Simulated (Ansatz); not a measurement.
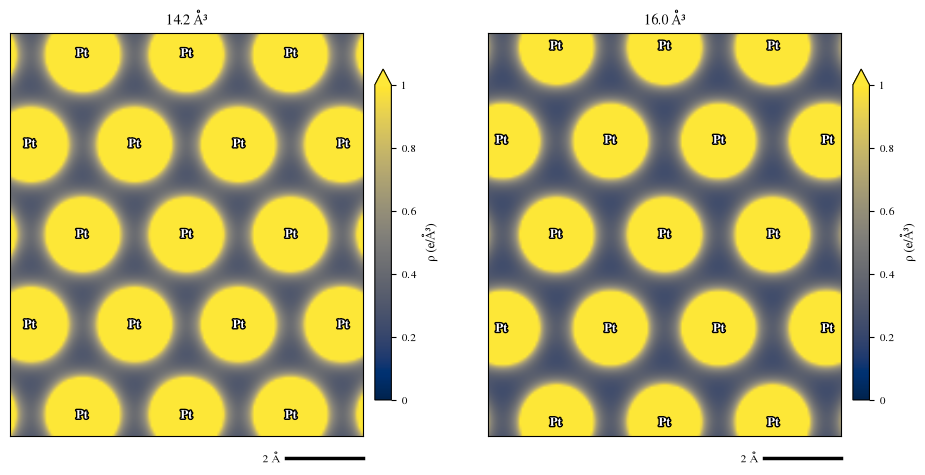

Pt. The valence electron density of cells scaled evenly to different volumes (given per atom above each panel), on the (101) plane of each (indices in the axes of the cell below), at one length scale and on one colour scale.

Method: Ansatz 0.2.0, DFT PBEsol, scalar-relativistic, plane waves, PAW.

In a PAW calculation such maps are meaningful between the atoms, not at the nuclei.

The largest cell:

```
Pt
1.0
     1.99821    1.99821    0.00000
    -1.99821    1.99821    0.00000
     0.00000    0.00000    3.99642
Pt
2
Direct
  0.00000 0.00000 0.00000
  0.50000 0.50000 0.50000
```

| volume (Å³/atom) | Pt–Pt contact in the plane (Å) | ρ at its midpoint (e/Å³) | pressure (GPa) | 
| --- | --- | --- | --- |
| 14.15 | 2.715 | 0.421 | 20.5 | 
| 15.49 | 2.798 | ? | ? | 
| 15.96 | 2.826 | 0.346 | −14.6 | 

Question: Estimate the missing row, and compare with the calculation.

Answer: Over the known rows ln ρ falls by 1.77 per Å of Pt–Pt distance (the line through the two), which gives 0.364 e/Å³ at 2.798 Å; the calculation gives 0.358 e/Å³. For the pressure, a straight line in volume between the neighbouring rows gives −5.5 GPa; the calculation gives −7.9, lower because pressure rises ever faster on compression.
